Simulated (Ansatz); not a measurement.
## Geometry relaxation, with input and output: W (part 4 of 4)

Continued. System: W (slab, 17 atoms in the cell). Method: DFT PBE+D3(BJ), scalar-relativistic, plane waves, PAW, spin-polarised (Ansatz 0.2.0); cutoff 420 eV, 6×6×1 k-mesh, Gaussian smearing of 0.1 eV, collinear spins. The structure derives from an entry of the Crystallography Open Database. The input holds or restrains some coordinates. Forces given for the steps count only the free coordinates.

Geometry of the input (Å; fractional positions):
```
5.4724  0.0000  0.0000
-1.8241  5.1594  0.0000
0.0000  0.0000  25.7023
W  0.2500  0.2500  0.3307
W  0.2500  0.7500  0.3307
W  0.7500  0.2500  0.3307
W  0.7500  0.7500  0.3307
W  0.5000  0.5000  0.4176
W  0.5000  0.0000  0.4176
W  -0.0000  0.5000  0.4176
W  0.0000  0.0000  0.4176
W  0.7500  0.7500  0.5050
W  0.7500  0.2500  0.5050
W  0.2500  0.7500  0.5050
W  0.2500  0.2500  0.5050
W  0.0000  0.0000  0.5896
W  -0.0000  0.5000  0.5896
W  0.5000  0.0000  0.5896
W  0.5000  0.5000  0.5896
W  0.0000  0.0000  0.7157
```

**Trajectory as extended XYZ, continued**
```
17
Lattice="5.4724 0.0000 0.0000 -1.8241 5.1594 0.0000 0.0000 0.0000 25.7023" Properties=species:S:1:pos:R:3:forces:R:3 step=9 energy=-176535.10144
W     0.9121    1.2899    8.5000   -0.0415  -0.0586   0.4213
W     0.0000    3.8696    8.5000    0.0214  -0.0151   0.5826
W     3.6483    1.2899    8.5000   -0.0214   0.0151   0.5826
W     2.7362    3.8696    8.5000    0.0415   0.0586   0.4213
W     1.8241    2.5797   10.7341    0.0000   0.0000  -0.6202
W     2.7362    0.0000   10.7341    0.0000   0.0000  -0.3947
W    -0.9121    2.5797   10.7341    0.0000   0.0000  -0.3947
W     0.0000    0.0000   10.7341    0.0000   0.0000  -0.6447
W     2.7044    3.8246   12.9437   -0.0001  -0.0001   0.0487
W     3.6555    1.2847   13.0010    0.0004  -0.0003   0.0188
W    -0.0073    3.8747   13.0010   -0.0004   0.0003   0.0188
W     0.9438    1.3348   12.9437    0.0001   0.0001   0.0487
W     0.0000    0.0000   14.9778    0.0000   0.0000  -0.1197
W    -0.9121    2.5797   15.3171    0.0000   0.0000   0.0038
W     2.7362    0.0000   15.3171    0.0000   0.0000   0.0038
W     1.8241    2.5797   15.2105    0.0000   0.0000  -0.0372
W     0.0000    0.0000   17.2075    0.0000   0.0000   0.0606
17
Lattice="5.4724 0.0000 0.0000 -1.8241 5.1594 0.0000 0.0000 0.0000 25.7023" Properties=species:S:1:pos:R:3:forces:R:3 step=10 energy=-176535.10174
W     0.9121    1.2899    8.5000   -0.0415  -0.0587   0.4222
W     0.0000    3.8696    8.5000    0.0220  -0.0155   0.5822
W     3.6483    1.2899    8.5000   -0.0220   0.0155   0.5822
W     2.7362    3.8696    8.5000    0.0415   0.0587   0.4222
W     1.8241    2.5797   10.7341    0.0000   0.0000  -0.6096
W     2.7362    0.0000   10.7341    0.0000   0.0000  -0.3814
W    -0.9121    2.5797   10.7341    0.0000   0.0000  -0.3814
W     0.0000    0.0000   10.7341    0.0000   0.0000  -0.6350
W     2.7042    3.8243   12.9456   -0.0043  -0.0061  -0.0072
W     3.6556    1.2847   13.0019   -0.0009   0.0006   0.0015
W    -0.0073    3.8747   13.0019    0.0009  -0.0006   0.0015
W     0.9440    1.3351   12.9456    0.0043   0.0061  -0.0072
W     0.0000    0.0000   14.9741    0.0000   0.0000   0.0108
W    -0.9121    2.5797   15.3185    0.0000   0.0000  -0.0019
W     2.7362    0.0000   15.3185    0.0000   0.0000  -0.0019
W     1.8241    2.5797   15.2080    0.0000   0.0000   0.0021
W     0.0000    0.0000   17.2062    0.0000   0.0000   0.0008
```

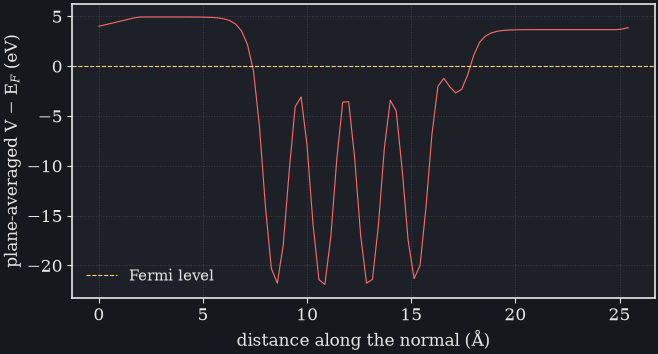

Figure 1. Plane average of the electrostatic potential energy of an electron across the cell, from the Fermi level. The vacuum level lies 3.67 eV above the Fermi level on the upper side and 4.94 eV on the lower.

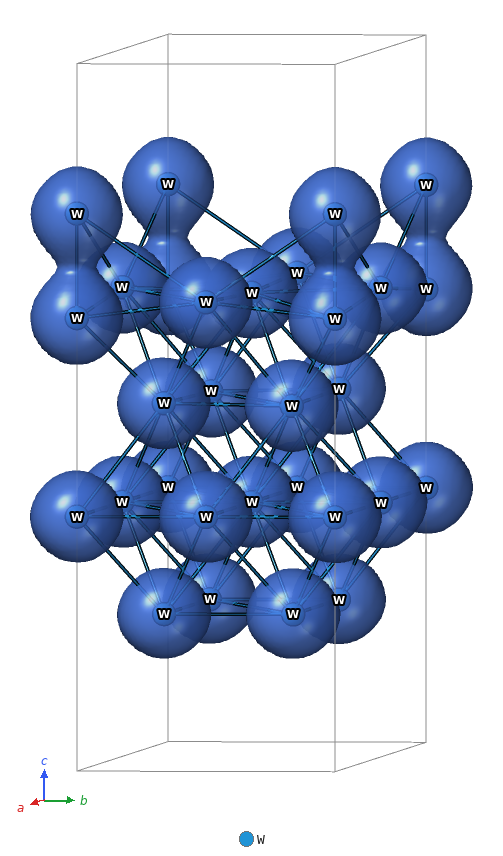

Figure 2. Isosurface of the valence charge density (pseudo) at 0.8 e/Å³ (blue), seen slightly off an axis. Sticks mark near contacts. At this value the density breaks into separate islands; it holds about 65 % of the electrons treated as valence (semicore included). On the grid the lowest density along these lines, outside the cores, is 1.1 e/Å³ (W–W, 2.23 Å). Core electrons are frozen (PAW), so the fields are smoothed inside the atomic spheres.

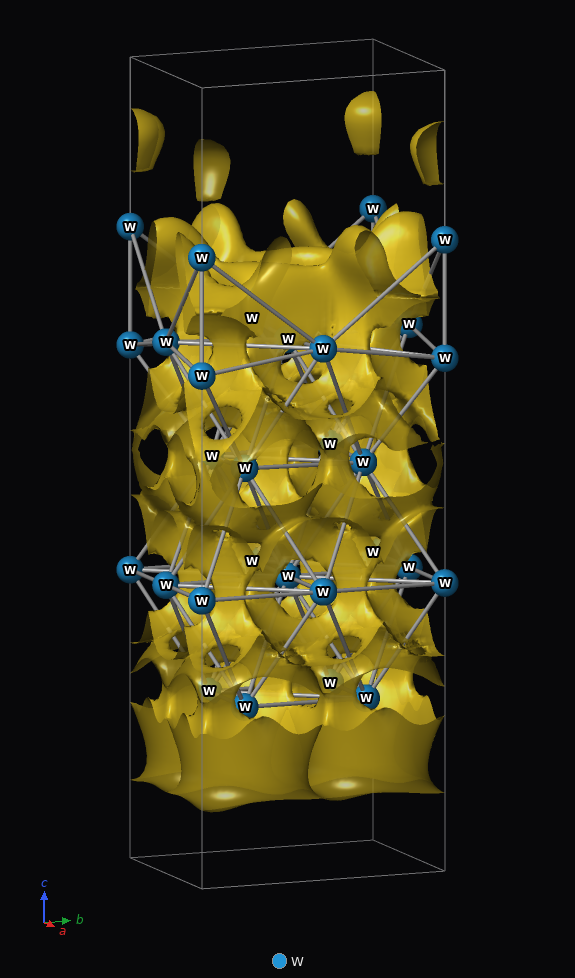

Figure 3. Isosurface of the ELF at 0.4 (yellow), seen slightly off an axis. Core shells and regions of very low density are left out. Sticks mark near contacts. Along the contacts the grid gives the following. W–W (2.23 Å): the ELF is about 0.45 at the midpoint (nearly free electrons, as in a simple metal).

**Key numbers**

```tsv
quantity	value
outcome	converged under the restraints of the input
electrons treated	238
free energy	−176535.1017 eV
work function, top face	3.67 eV
work function, bottom face	4.94 eV
Fermi energy	5.801 eV
gap on the k-point mesh	none (metallic)
net moment of the cell	0.00 μB
integrated absolute moment	0.00 μB
final volume	725.69 Å³
work function (upper face)	3.67 eV
largest force (length of the vector) at the end, held atoms and coordinates included	0.635 eV/Å
hardware	4 threads of Intel Xeon @ 2.90GHz (Ice Lake), 192 GiB of memory available, shared host
wall time	19 min (CPU time 72 min)
peak memory	3.5 GiB
```

**Notes**

The electronic state found may not be the lowest one. Notes on the run: some starting moments were not kept; the exchange-correlation potential is rough where the density is thin. Spin–orbit coupling is left out, which matters for W.
